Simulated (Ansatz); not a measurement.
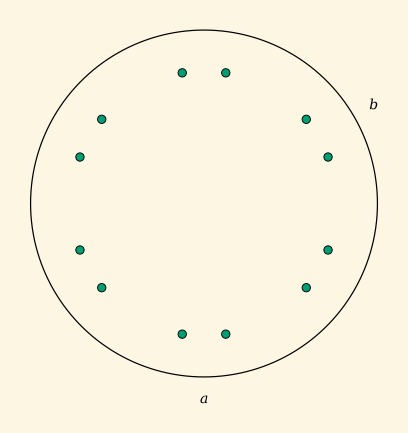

Stereographic projection: filled dots lie in the upper hemisphere, open rings in the lower. The c axis points at the viewer. The poles are all faces of one general form. Computed from the symmetry operations of a computed or model structure of composition SiC.

Question: Name the crystal class.

Answer: 6mm (C6v), order 12, hexagonal system: one sixfold axis, six mirror planes.

Question: Which physical properties does it allow?

Answer: It is not centrosymmetric; polar, so pyroelectricity and piezoelectricity are allowed; it is not chiral.
